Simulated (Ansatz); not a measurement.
System: WC.

Input file:

```
crystal:
  lattice:
    - [2.9120958982, 0.0, 0.0]
    - [-1.4560479491, 2.5219490261, 0.0]
    - [0.0, 0.0, 2.8787338358]
  atoms:
    - { symbol: W, position: [0.0, 0.0, 0.0] }
    - { symbol: C, position: [0.6666666667, 0.3333333333, 0.5] }
basis:
  ecutwfc: 500
kpoints:
  mp_grid: { grid: [24, 24, 18] }
hamiltonian:
  xc: r2scan
scf:
  occupations: { method: gaussian, width: 0.1 }
output:
  forces: true
  stress: true
  eigenvalues: true
  write_density: true
  write_potential: true
  elf: true
  volumetric_format: npy
```

Command:

```sh
ansatz run input.yaml --threads 1 --pin off --max-ram 2560MiB --backend cpu --events-out ev --progress --plain --runs-dir out
```

Below, planes, directions and counts refer to the conventional cell (a = 2.91 Å, b = 2.91 Å, c = 2.88 Å, α = 90.00°, β = 90.00°, γ = 120.00°).

Space group P-6m2; a structure from a database of computed crystals, not necessarily the ambient phase; changed on purpose from its base cell (strain along c alone, the other axes held, atoms relaxed: +1.5 %); computed pressure about −6 GPa in this cell.

Method: DFT r2SCAN, scalar-relativistic, plane waves, PAW (Ansatz).

Q: Predict the valence pseudo-density and electron localisation function between the atoms.

A: W–C (2.21 Å): ρ is about 0.64 e/Å³ halfway; the ELF peaks at about 0.80 in the valence shell of C, 0.7 Å from its nucleus, and is about 0.30 at the midpoint.
W–W (2.88 Å): ρ at the midpoint is about 0.35 e/Å³; the ELF is about 0.30 at the midpoint.

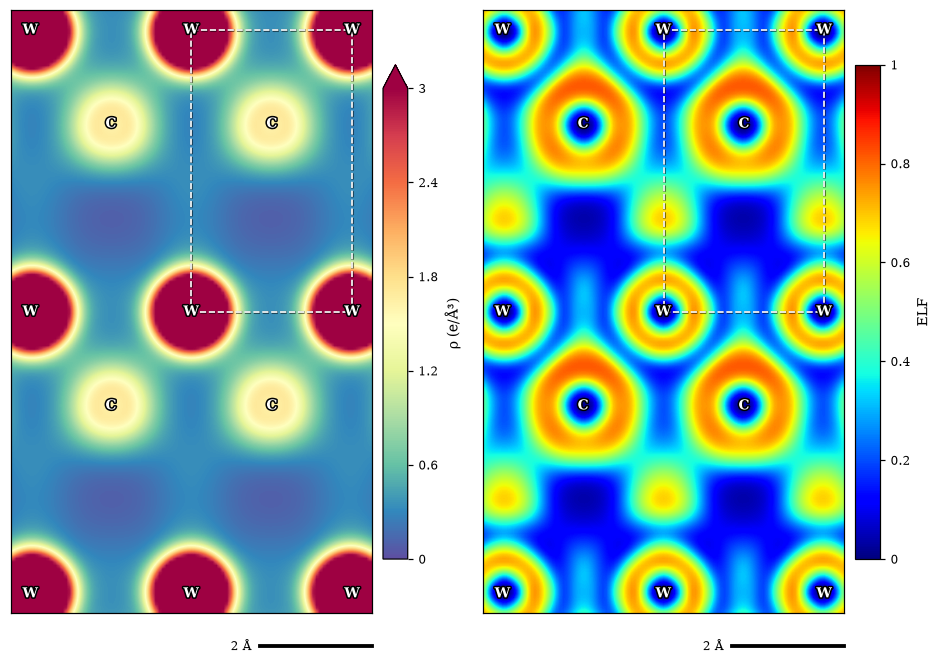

Computed valence pseudo-density and electron localisation function on the (110) plane of the conventional cell, in this order. 
